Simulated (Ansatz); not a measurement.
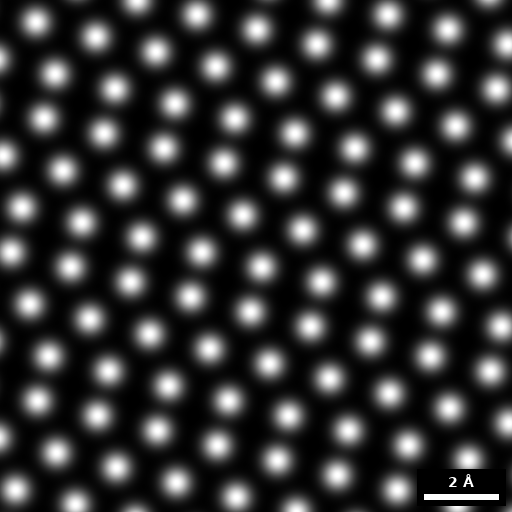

Z-contrast image of a crystal. Simulated incoherent Z contrast: every atom adds Z^1.6 spread by a probe of 0.63 Å full width; channelling and multiple scattering are left out.

**Give the net of the columns and its spacings.**

The pattern repeats on a rectangular net of 1.7 × 3.8 Å.

**What is the plane group of the image?**

p2mm: mirror lines in two perpendicular directions, with twofold points where they cross.

**How many columns does the smallest repeating cell hold, and how many levels of brightness?**

3 columns in the primitive cell of 6.4 Å², all of one brightness.

The crystal is Ir (P6/mmm, No. 191) seen along [102]. Model: the input geometry of an electronic-structure calculation (not necessarily at equilibrium); the starting structure was generated, so it need not be a known form of this composition.
